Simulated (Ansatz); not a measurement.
Take the following structure.

```yaml
crystal:
  lattice:
    - [3.19168, 0.00000, 0.00000]
    - [0.00000, 6.25382, 0.00000]
    - [0.00000, 0.00000, 5.28969]
  atoms:
    - { symbol: Ce, position: [0.00000, 0.09685, 0.25000] }
    - { symbol: Ce, position: [0.50000, 0.40315, 0.75000] }
    - { symbol: Ce, position: [0.50000, 0.59685, 0.25000] }
    - { symbol: Ce, position: [0.00000, 0.90315, 0.75000] }
```

Summarise the structure in words.

Answer. The element is cerium. Space group: Cmcm (No. 63). Lattice: base-centred orthorhombic. The cell holds four atoms. Ce is coordinated by four Ce at 2.91 to 3.19 Å. The bonds build Ce layers parallel to (010).

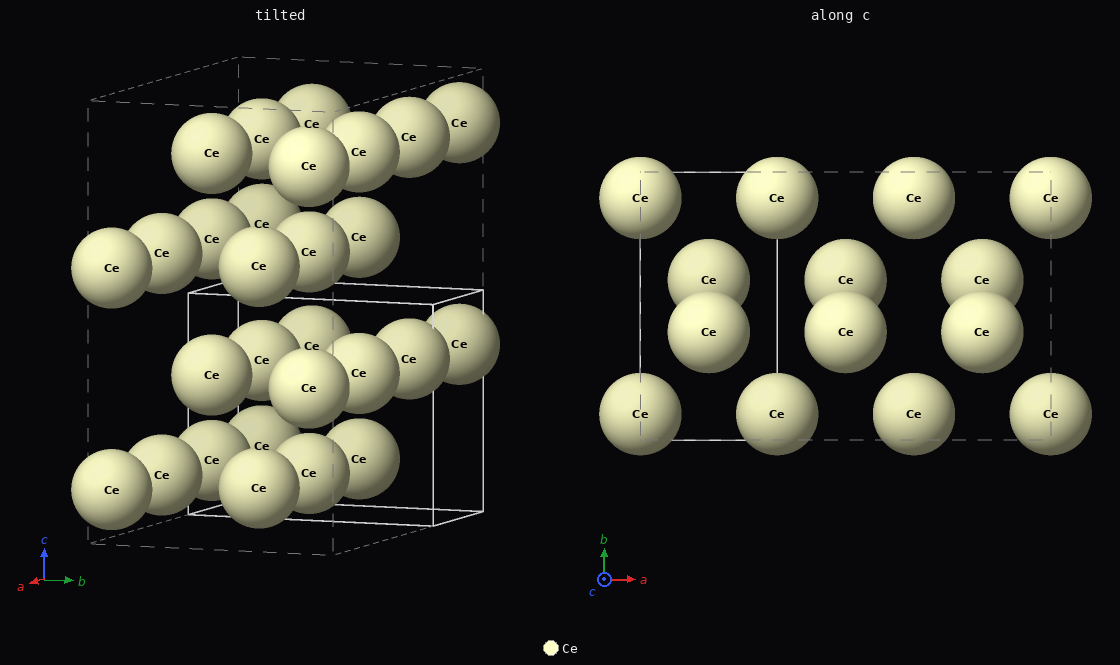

View slightly off an axis and along the c axis, drawn as a spheres-only model. Solid lines give the conventional unit cell, repeated here 3×1×2 times.

The cell started as a structure listed in the Materials Project. The cell was then strained or its atoms displaced on purpose. A calculation with Ansatz used it as input.
